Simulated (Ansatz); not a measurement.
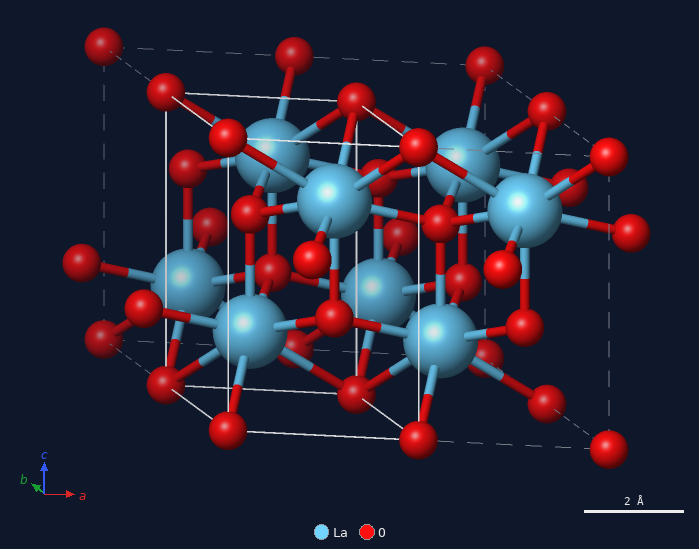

Ball-and-stick drawing of the structure, looking slightly off an axis. A 2×2×1 array of cells is drawn; the conventional unit cell has the solid edges. Some neighbours outside the box are added. Cell: a = 3.931 Å, b = 3.931 Å, c = 6.112 Å, α = 90.00°, β = 90.00°, γ = 120.00°.

- The formula is La$_{2}$O$_{3}$.
- Space group: P-3m1 (No. 164). Lattice: primitive hexagonal.
- With Z = 1, the cell contains 2 La, 3 O.
- La is linked to seven O at about 2.4 to 2.7 Å. O takes two kinds of site: 2d with four La in a tetrahedral arrangement at about 2.4 Å; 1a with six La in an octahedral arrangement at about 2.7 Å.
- The bonds build a three-dimensional framework.

Starting structure: a structure listed in the Materials Project. Earlier steps of the study may have refined or changed the cell and positions. It went into a calculation with Ansatz.
